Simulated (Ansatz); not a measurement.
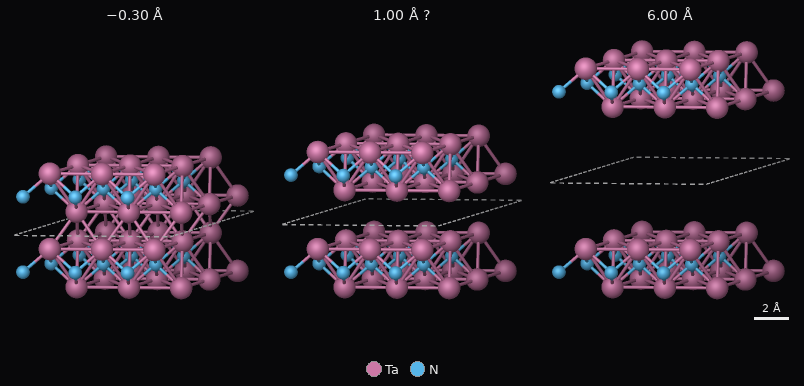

Solid Ta2N (P-3m1): the crystal is pulled apart rigidly along the normal of the (0 0 1) plane of the conventional cell, at a cut between a plane of Ta below and one of Ta above, 2.37 Å apart. One cut stands in each cell, which starts 9.6 Å high; nothing is relaxed, and the dashed outline marks the cut. The picture is a ball-and-stick view of the layers on both sides of the cut, seen from the side, nearly along the cut plane.

Computed with DFT PBEsol, scalar-relativistic, plane waves, PAW (Ansatz 0.2.0). Settings: plane-wave cutoff 420 eV; k-point mesh 17 × 17 × 5; occupations gaussian; smearing width 0.15 eV; no spin polarisation. Energies (free energies at the smearing named) are counted from the relaxed crystal.

| opening (Å) | ΔE per area (J/m²) |
| --- | --- |
| −0.30 | 0.95 |
| −0.15 | 0.21 |
| 0.00 | 0.00 |
| 0.25 | 0.40 |
| 0.50 | 1.29 |
| 0.75 | 2.32 |
| 1.00 | ? |
| 1.50 | 4.84 |
| 2.00 | 5.73 |
| 3.00 | 6.32 |
| 4.50 | 6.43 |
| 6.00 | 6.43 |

One row is withheld. What is its energy?

A straight line between the two neighbours gives 3.16 J/m². A cubic through the four nearest rows (0.50, 0.75, 1.50, 2.00) gives, with Lagrange weights, (−0.3333)(1.29) + (1.0667)(2.32) + (0.3333)(4.84) + (−0.0667)(5.73) = 3.28 J/m². The calculation gives 3.31 J/m², so the cubic is 0.03 J/m² too low and the straight line 0.15 J/m² too low, as the curve bends downwards here.

The whole profile:

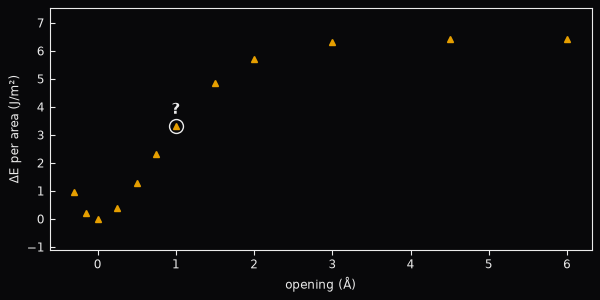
